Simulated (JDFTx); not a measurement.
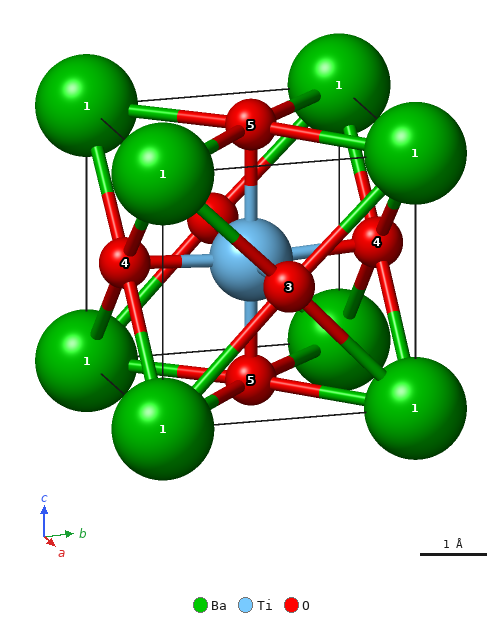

The structure (ball-and-stick view of the cell of the calculation, seen slightly off an axis; atoms are numbered from 1 in the order of the input). An atom can appear more than once, as a periodic image.

**Single-point calculation of BaTiO3**

System: BaTiO3 (P4mm, 5 atoms in the cell).
Method: Kohn-Sham DFT of a periodic cell, PBEsol, PseudoDojo-SR-PBEsol-0.4.1-standard, no spin polarisation (JDFTx 1.7.0 (patched build)).

The structure derives from an entry of the Crystallography Open Database.

### Output
```
*************** JDFTx 1.7.0 (patched build) ***************

Input parsed successfully to the following command list (including defaults):
[... the input with its defaults ...]

---------- Setting up symmetries ----------

Found 16 point-group symmetries of the bravais lattice
Found 8 space-group symmetries with basis
Applied RMS atom displacement 0 bohrs to make symmetries exact.

---------- Initializing the Grid ----------
R =
[      7.55853            0            0  ]
[            0      7.55853            0  ]
[            0            0      7.59292  ]
unit cell volume = 433.794
G =
[   0.831271          0          0  ]
[          0   0.831271          0  ]
[          0          0   0.827506  ]
Minimum fftbox size, Smin = [  64  64  64  ]
Chosen fftbox size, S = [  64  64  64  ]

---------- Initializing tighter grid for wavefunction operations ----------
R =
[      7.55853            0            0  ]
[            0      7.55853            0  ]
[            0            0      7.59292  ]
unit cell volume = 433.794
G =
[   0.831271          0          0  ]
[          0   0.831271          0  ]
[          0          0   0.827506  ]
Minimum fftbox size, Smin = [  48  48  48  ]
Chosen fftbox size, S = [  48  48  48  ]

---------- Exchange Correlation functional ----------
Initalized PBEsol GGA exchange.
Initalized PBEsol GGA correlation.

---------- Setting up pseudopotentials ----------
Width of ionic core gaussian charges (only for fluid interactions / plotting) set to 0

Reading pseudopotential file 'pseudo/Ba.upf':
  'Ba' pseudopotential, 'PBESOL' functional
  Generated using ONCVPSP code by D. R. Hamann
  10 valence electrons, 3 orbitals, 6 projectors, 1001 radial grid points, with lMax = 2
    5S    l: 0   occupation:  2.0   eigenvalue: -1.238581
    5P    l: 1   occupation:  6.0   eigenvalue: -0.688736
    6S    l: 0   occupation:  2.0   eigenvalue: -0.119319
  Core radius for overlap checks: 2.08 bohrs.

Reading pseudopotential file 'pseudo/Ti.upf':
  'Ti' pseudopotential, 'PBESOL' functional
  Generated using ONCVPSP code by D. R. Hamann
  12 valence electrons, 4 orbitals, 6 projectors, 1001 radial grid points, with lMax = 2
    3S    l: 0   occupation:  2.0   eigenvalue: -2.295026
    3P    l: 1   occupation:  6.0   eigenvalue: -1.424955
    3D    l: 2   occupation:  2.0   eigenvalue: -0.157121
    4S    l: 0   occupation:  2.0   eigenvalue: -0.164537
  Core radius for overlap checks: 1.61 bohrs.

Reading pseudopotential file 'pseudo/O.upf':
  'O' pseudopotential, 'PBESOL' functional
  Generated using ONCVPSP code by D. R. Hamann
  6 valence electrons, 2 orbitals, 5 projectors, 936 radial grid points, with lMax = 2
    2S    l: 0   occupation:  2.0   eigenvalue: -0.874950
    2P    l: 1   occupation:  4.0   eigenvalue: -0.329796
  Core radius for overlap checks: 1.39 bohrs.

Initialized 3 species with 5 total atoms.

Folded 1 k-points by 7x7x7 to 343 k-points.

---------- Setting up k-points, bands, fillings ----------
Adding inversion symmetry to k-mesh for non-inversion-symmetric unit cell.
Reduced to 40 k-points under symmetry.
Computing the number of bands and number of electrons
Calculating initial fillings.
nElectrons:  40.000000   nBands: 27   nStates: 40

----- Setting up reduced wavefunction bases (one per k-point) -----
average nbasis = 5639.134 , ideal nbasis = 5639.635

---------- Setting up ewald sum ----------
Optimum gaussian width for ewald sums = 2.309455 bohr.
Real space sum over 729 unit cells with max indices [  4  4  4  ]
Reciprocal space sum over 2197 terms with max indices [  6  6  6  ]

---------- Allocating electronic variables ----------
Initializing wave functions:  linear combination of atomic orbitals
Ba pseudo-atom occupations:   s ( 2 2 )  p ( 6 )
Ti pseudo-atom occupations:   s ( 2 2 )  p ( 6 )  d ( 2 )
O pseudo-atom occupations:   s ( 2 )  p ( 4 )
	FillingsUpdate:  mu: +0.652823354  nElectrons: 40.000000
LCAOMinimize: Iter:   0  F: -131.3525588888061009  |grad|_K:  9.399e-03  alpha:  1.000e+00
	FillingsUpdate:  mu: +0.611301681  nElectrons: 40.000000
LCAOMinimize: Iter:   1  F: -131.6294726992380220  |grad|_K:  8.334e-03  alpha:  9.605e-02  linmin: -2.716e-01  cgtest:  8.384e-01
LCAOMinimize: 	Predicted alpha/alphaT>3.000000, increasing alphaT to 2.881605e-01.
[... 11 lines of inner loops ...]
LCAOMinimize: 	Predicted alpha/alphaT>3.000000, increasing alphaT to 5.742469e-01.
	FillingsUpdate:  mu: +0.511321878  nElectrons: 40.000000
LCAOMinimize: Iter:   7  F: -132.0117785891336268  |grad|_K:  1.928e-06  alpha:  6.912e-01  linmin:  6.116e-05  cgtest: -2.194e-03
LCAOMinimize: Converged (|Delta F|<1.000000e-06 for 2 iters).

-------- Electronic minimization -----------
Will mix electronic density at each iteration.
	FillingsUpdate:  mu: +0.511321878  nElectrons: 40.000000
	FillingsUpdate:  mu: +0.495265368  nElectrons: 40.000000
SCF: Cycle:  0   F: -132.101095306066526   dF: -8.932e-02   |Residual|: 4.864e-01   |deigs|: 6.070e-02
	FillingsUpdate:  mu: +0.425157771  nElectrons: 40.000000
SCF: Cycle:  1   F: -132.269412342197739   dF: -1.683e-01   |Residual|: 1.225e-01   |deigs|: 5.695e-02
	FillingsUpdate:  mu: +0.414540232  nElectrons: 40.000000
SCF: Cycle:  2   F: -132.307291064575566   dF: -3.788e-02   |Residual|: 5.800e-02   |deigs|: 3.194e-02
	FillingsUpdate:  mu: +0.410714807  nElectrons: 40.000000
SCF: Cycle:  3   F: -132.311277057223577   dF: -3.986e-03   |Residual|: 2.366e-02   |deigs|: 5.060e-03
	FillingsUpdate:  mu: +0.411048475  nElectrons: 40.000000
SCF: Cycle:  4   F: -132.311361078950739   dF: -8.402e-05   |Residual|: 1.404e-02   |deigs|: 1.730e-03
	FillingsUpdate:  mu: +0.410162685  nElectrons: 40.000000
SCF: Cycle:  5   F: -132.311625098214932   dF: -2.640e-04   |Residual|: 2.775e-03   |deigs|: 1.124e-03
	FillingsUpdate:  mu: +0.409620302  nElectrons: 40.000000
SCF: Cycle:  6   F: -132.311618715579868   dF: +6.383e-06   |Residual|: 3.866e-03   |deigs|: 5.413e-04
	FillingsUpdate:  mu: +0.409906228  nElectrons: 40.000000
SCF: Cycle:  7   F: -132.311634007571286   dF: -1.529e-05   |Residual|: 4.524e-04   |deigs|: 3.092e-04
	FillingsUpdate:  mu: +0.409956922  nElectrons: 40.000000
SCF: Cycle:  8   F: -132.311634807164808   dF: -7.996e-07   |Residual|: 1.387e-04   |deigs|: 8.354e-05
	FillingsUpdate:  mu: +0.409968265  nElectrons: 40.000000
SCF: Cycle:  9   F: -132.311635290051669   dF: -4.829e-07   |Residual|: 9.085e-05   |deigs|: 1.318e-04
	FillingsUpdate:  mu: +0.409962631  nElectrons: 40.000000
SCF: Cycle: 10   F: -132.311635559683793   dF: -2.696e-07   |Residual|: 3.963e-05   |deigs|: 1.809e-04
	FillingsUpdate:  mu: +0.409964316  nElectrons: 40.000000
SCF: Cycle: 11   F: -132.311635690408650   dF: -1.307e-07   |Residual|: 2.434e-05   |deigs|: 1.799e-04
	FillingsUpdate:  mu: +0.409959593  nElectrons: 40.000000
SCF: Cycle: 12   F: -132.311635751421079   dF: -6.101e-08   |Residual|: 1.175e-05   |deigs|: 2.003e-04
	FillingsUpdate:  mu: +0.409961023  nElectrons: 40.000000
SCF: Cycle: 13   F: -132.311635782702524   dF: -3.128e-08   |Residual|: 1.345e-05   |deigs|: 2.439e-04
	FillingsUpdate:  mu: +0.409960487  nElectrons: 40.000000
SCF: Cycle: 14   F: -132.311635798939534   dF: -1.624e-08   |Residual|: 2.127e-05   |deigs|: 2.472e-04
	FillingsUpdate:  mu: +0.409961381  nElectrons: 40.000000
SCF: Cycle: 15   F: -132.311635806953745   dF: -8.014e-09   |Residual|: 2.186e-05   |deigs|: 2.466e-04
	FillingsUpdate:  mu: +0.409961582  nElectrons: 40.000000
SCF: Cycle: 16   F: -132.311635812115753   dF: -5.162e-09   |Residual|: 1.915e-05   |deigs|: 5.959e-04
	FillingsUpdate:  mu: +0.409961734  nElectrons: 40.000000
SCF: Cycle: 17   F: -132.311635813892735   dF: -1.777e-09   |Residual|: 1.897e-05   |deigs|: 4.951e-04
	FillingsUpdate:  mu: +0.409961940  nElectrons: 40.000000
SCF: Cycle: 18   F: -132.311635814607001   dF: -7.143e-10   |Residual|: 1.798e-05   |deigs|: 4.862e-04
	FillingsUpdate:  mu: +0.409961997  nElectrons: 40.000000
SCF: Cycle: 19   F: -132.311635815003712   dF: -3.967e-10   |Residual|: 1.671e-05   |deigs|: 2.796e-04
SCF: Converged (|Delta E|<1.000000e-09 for 2 iters).

Setting wave functions to eigenvectors of Hamiltonian
Converging empty states (this may take a while): |deigs|: 1.741e-03

# Stress tensor in Cartesian coordinates [Eh/a0^3]:
[  0.000130244            0            0  ]
[            0  0.000130244            0  ]
[            0            0  9.99724e-05  ]

# Ionic positions in lattice coordinates:
ion Ba   0.000000000000000   0.000000000000000   0.000000000000000 1
ion Ti   0.500000000000000   0.500000000000000   0.490000000000000 1
ion O   0.000000000000000   0.500000000000000   0.517000000000000 1
ion O   0.500000000000000   0.000000000000000   0.517000000000000 1
ion O   0.500000000000000   0.500000000000000   0.019000000000000 1

# Forces in Cartesian coordinates:
force Ba   0.000000000000000   0.000000000000000   0.000672398339408 1
force Ti   0.000000000000000   0.000000000000000  -0.003341042850349 1
force O   0.000000000000000   0.000000000000000  -0.002224499290343 1
force O   0.000000000000000  -0.000000000000000  -0.002224499290343 1
force O   0.000000000000000   0.000000000000000   0.007114624862187 1

# Energy components:
   Eewald =     -103.4999802274701892
       EH =       29.6583777862027489
     Eloc =      -94.6568494099445701
      Enl =       -3.4407852807776340
      Exc =      -27.7213615878086976
 Exc_core =        4.8820980011867299
       KE =       62.4668649036343666
-------------------------------------
     Etot =     -132.3116358149772509
       TS =        0.0000000000264746
-------------------------------------
        F =     -132.3116358150037115

IonicMinimize: Iter:   0  F: -132.311635815003712  |grad|_K:  2.193e-03
IonicMinimize: None of the convergence criteria satisfied after 0 iterations.

#--- Lowdin population analysis ---
# oxidation-state Ba +1.774
# oxidation-state Ti +1.204
# oxidation-state O -0.881 -0.881 -0.861

Dumping 'run.eigStats' ...
	eMin: -1.691351 at state 0 ( [ +0.000000 +0.000000 +0.000000 ] spin 0 )
	HOMO: +0.373280 at state 39 ( [ +0.428571 +0.428571 +0.428571 ] spin 0 )
	mu  : +0.409966
	LUMO: +0.442305 at state 0 ( [ +0.000000 +0.000000 +0.000000 ] spin 0 )
	eMax: +0.685209 at state 32 ( [ +0.285714 +0.428571 +0.000000 ] spin 0 )
	HOMO-LUMO gap: +0.069025
	Optical gap  : +0.075802 at state 0 ( [ +0.000000 +0.000000 +0.000000 ] spin 0 )
Done!
```

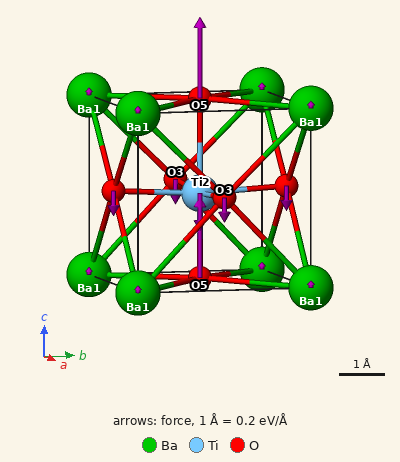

Forces on the atoms as pink arrows (ball-and-stick view of the cell of the calculation, seen slightly off an axis; atoms are numbered from 1 in the order of the input). The largest act on O5 (0.37 eV/Å); Ti2 (0.17 eV/Å); O3, O4 (0.11 eV/Å). The geometry is not a stationary point of this energy.

This output came from the following input.

### Input file
```
lattice \
    7.5585265533     0.0000000000     0.0000000000 \
    0.0000000000     7.5585265533     0.0000000000 \
    0.0000000000     0.0000000000     7.5929195687
coords-type Lattice
ion Ba     0.0000000000     0.0000000000     0.0000000000 1
ion Ti     0.5000000000     0.5000000000     0.4900000000 1
ion O      0.0000000000     0.5000000000     0.5170000000 1
ion O      0.5000000000     0.0000000000     0.5170000000 1
ion O      0.5000000000     0.5000000000     0.0190000000 1

ion-species pseudo/Ba.upf
ion-species pseudo/Ti.upf
ion-species pseudo/O.upf
elec-cutoff 42 336
elec-ex-corr gga-PBEsol
kpoint-folding 7 7 7
elec-smearing Fermi 0.0018374661
elec-n-bands 27
electronic-SCF nIterations 100 energyDiffThreshold 1e-09
electronic-minimize nIterations 30 energyDiffThreshold 1e-7
converge-empty-states yes
forces-output-coords Cartesian

dump-name run.$VAR
dump End Ecomponents EigStats BandEigs Kpoints Forces Stress
```

Command:
```bash
jdftx -c 1 -i BaTiO3.in -o BaTiO3.out
```

### Key numbers

- outcome: converged
- space group (tolerance 0.01 Å): P4mm (99)
- electrons treated: 40
- free energy: −3600.3830 eV
- gap on the k-point mesh: 1.88 eV
- pressure: −3.54 GPa
- largest force (length of the vector): 0.366 eV/Å
- hardware: 1 thread of Intel Xeon (Granite Rapids), 32 GiB of memory available, shared host
- wall time: 3.7 min
- peak memory: 0.41 GiB
